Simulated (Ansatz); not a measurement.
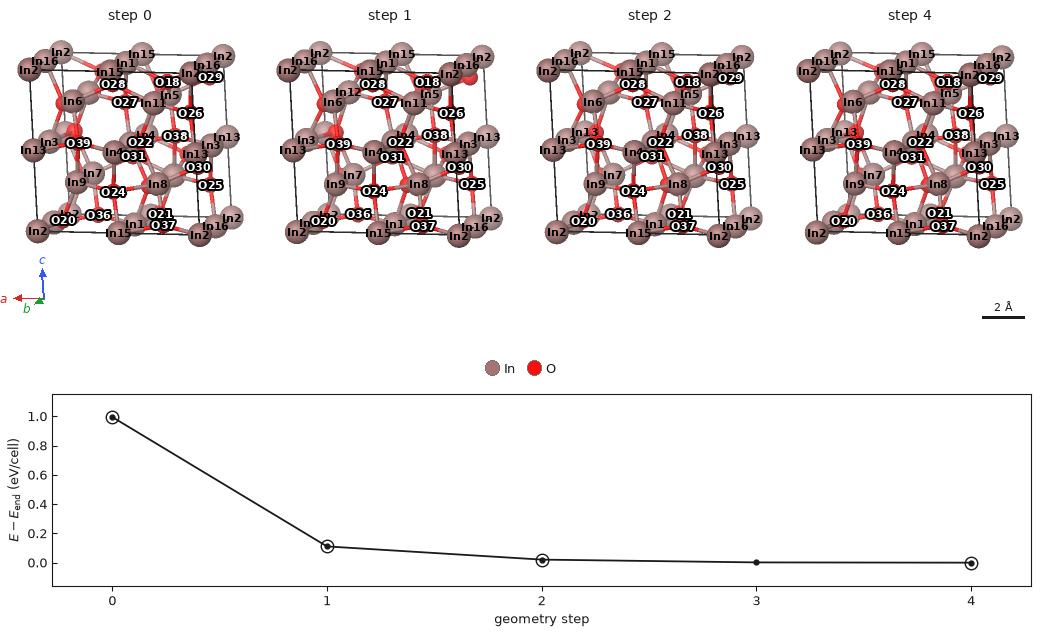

Frames of a relaxation of a defect cell of composition In16O23 (cell charge +2), marked on the history of the run. Style: ball-and-stick. Shown: the cell of the calculation (origin shifted), from a free direction.

The calculation used DFT, PBE, plane-wave PAW, default files, scalar-relativistic in Ansatz.

The input:
```yaml
crystal:
  lattice:
    - [-5.487, -3.167920927, 4.8366666667]
    - [5.487, -3.167920927, 4.8366666667]
    - [0.0, 6.335841854, 4.8366666667]
  atoms:
    - { symbol: In, position: [0.35731, 0.35731, 0.35731] }
    - { symbol: In, position: [0.85731, 0.85731, 0.35731] }
    - { symbol: In, position: [0.85731, 0.35731, 0.85731] }
    - { symbol: In, position: [0.35731, 0.85731, 0.85731] }
    - { symbol: In, position: [0.14269, 0.14269, 0.14269] }
    - { symbol: In, position: [0.64269, 0.64269, 0.14269] }
    - { symbol: In, position: [0.64269, 0.14269, 0.64269] }
    - { symbol: In, position: [0.14269, 0.64269, 0.64269] }
    - { symbol: In, position: [0.64269, 0.64269, 0.64269] }
    - { symbol: In, position: [0.14269, 0.14269, 0.64269] }
    - { symbol: In, position: [0.14269, 0.64269, 0.14269] }
    - { symbol: In, position: [0.64269, 0.14269, 0.14269] }
    - { symbol: In, position: [0.85731, 0.85731, 0.85731] }
    - { symbol: In, position: [0.35731, 0.35731, 0.85731] }
    - { symbol: In, position: [0.35731, 0.85731, 0.35731] }
    - { symbol: In, position: [0.85731, 0.35731, 0.35731] }
    - { symbol: O, position: [0.101, 0.899, 0.75] }
    - { symbol: O, position: [0.101, 0.399, 0.25] }
    - { symbol: O, position: [0.601, 0.899, 0.25] }
    - { symbol: O, position: [0.75, 0.601, 0.399] }
    - { symbol: O, position: [0.25, 0.101, 0.399] }
    - { symbol: O, position: [0.25, 0.601, 0.899] }
    - { symbol: O, position: [0.75, 0.101, 0.899] }
    - { symbol: O, position: [0.399, 0.75, 0.601] }
    - { symbol: O, position: [0.899, 0.25, 0.601] }
    - { symbol: O, position: [0.899, 0.75, 0.101] }
    - { symbol: O, position: [0.399, 0.25, 0.101] }
    - { symbol: O, position: [0.399, 0.601, 0.25] }
    - { symbol: O, position: [0.899, 0.101, 0.25] }
    - { symbol: O, position: [0.899, 0.601, 0.75] }
    - { symbol: O, position: [0.399, 0.101, 0.75] }
    - { symbol: O, position: [0.25, 0.399, 0.601] }
    - { symbol: O, position: [0.75, 0.899, 0.601] }
    - { symbol: O, position: [0.75, 0.399, 0.101] }
    - { symbol: O, position: [0.25, 0.899, 0.101] }
    - { symbol: O, position: [0.601, 0.25, 0.399] }
    - { symbol: O, position: [0.101, 0.75, 0.399] }
    - { symbol: O, position: [0.101, 0.25, 0.899] }
    - { symbol: O, position: [0.601, 0.75, 0.899] }
total_charge: 2
kpoints:
  mp_grid: { grid: [3, 3, 3] }
scf:
  occupations: { method: fermi_dirac, width: 0.01 }
hamiltonian:
  xc: pbe
  pseudopotentials: { kind: paw }
output:
  forces: true
  stress: true
  populations: true
  efg:
    quadrupole_moments_barn: { In: 0.772, O: -0.02558 }
    contact_densities: true
relax:
  f_tol: 0.03
  max_steps: 40
```

Launched with:
```bash
ansatz run input.yaml --threads 1 --pin off --max-ram 3072MiB --backend cpu --events-out ev --progress --plain --runs-dir out
```

Q: What happens along the run?

A: Over 4 geometry steps the energy falls by 0.995 eV per cell of the calculation. The largest force component goes from 1.4 to 0.0054 eV/Å. The largest moves, 0.18 Å, are those of In9 and In14. In14 goes along [−3 −1 1]. By element the largest moves are In 0.18 Å, O 0.15 Å. The lattice vectors keep their values. Among the contacts that change: In14–O38 2.258 → 2.144 Å, In10–O31 2.258 → 2.360 Å, In14–O31 2.258 → 2.189 Å, In12–O36 2.258 → 2.318 Å. Bond angles that change, for instance: O25–In7–O31 160.0° → 148.2°, In3–O30–In9 95.7° → 107.4°, In3–O25–In7 87.2° → 96.5°. Cost: 7.5 min on 1 thread of Intel(R) Xeon(R) Platinum 8488C (Sapphire Rapids), on a shared host, peak memory 1.6 GiB. From step 0 to 1: In atoms move most (0.17 Å), energy −0.884 eV per cell of the calculation. From step 1 to 2: In atoms move most (0.03 Å), energy −90.2 meV per cell of the calculation. From step 2 to 4: O atoms move most (0.04 Å), energy −20.9 meV per cell of the calculation.

Limits of the set-up: the periodic images lie only 8.0 Å apart, so the values are limited by the cell's size; the cell is charged, on a uniform background, and energies carry no finite-size correction.
